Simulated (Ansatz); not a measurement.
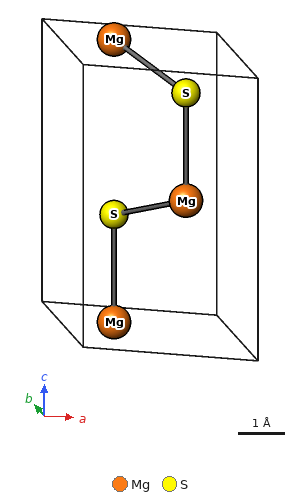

Lattice vibrations of solid MgS, space group P6₃mc (No. 186), at the zone centre. Style: ball-and-stick. Shown: the cell of the calculation, slightly off an axis.

All numbers below come from DFT PBE, scalar-relativistic, plane waves, PAW (Ansatz 0.2.0). (plane-wave cutoff 420 eV; k-point mesh 6 × 6 × 4; occupations fixed; no spin polarisation)

Frequencies are those without the non-analytic (LO–TO) term.

> Give the spectrum at this point.

The calculation's cell holds 4 atoms, so there are 9 optical modes, in 6 levels. The optical modes span 2E₂ + 2B₁ + A₁ + E₁. No level is unstable.

```json
{"level": "1", "symmetry": "E₂", "frequency (cm⁻¹)": "90", "activity": "Raman-active"}
{"level": "2", "symmetry": "B₁", "frequency (cm⁻¹)": "265", "activity": "silent"}
{"level": "3", "symmetry": "A₁", "frequency (cm⁻¹)": "308", "activity": "infrared- and Raman-active"}
{"level": "4", "symmetry": "B₁", "frequency (cm⁻¹)": "318", "activity": "silent"}
{"level": "5", "symmetry": "E₂", "frequency (cm⁻¹)": "321", "activity": "Raman-active"}
{"level": "6", "symmetry": "E₁", "frequency (cm⁻¹)": "327", "activity": "infrared- and Raman-active"}
```

The displacement patterns (one member of each degenerate set):

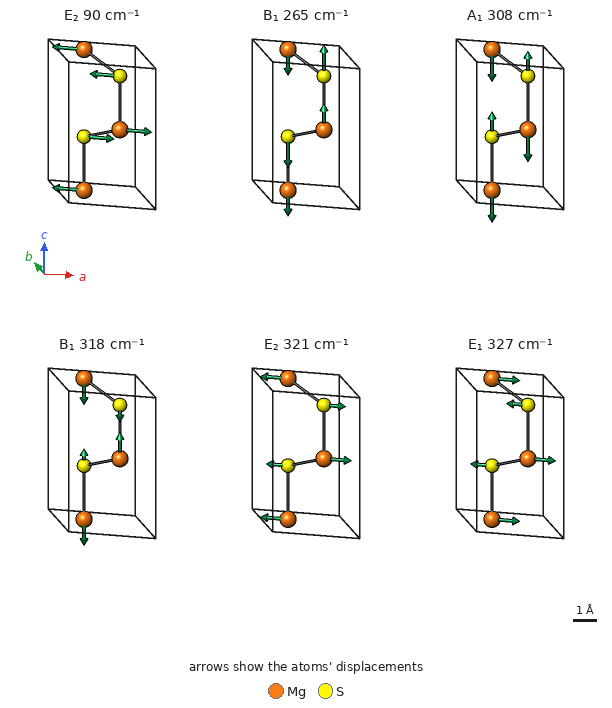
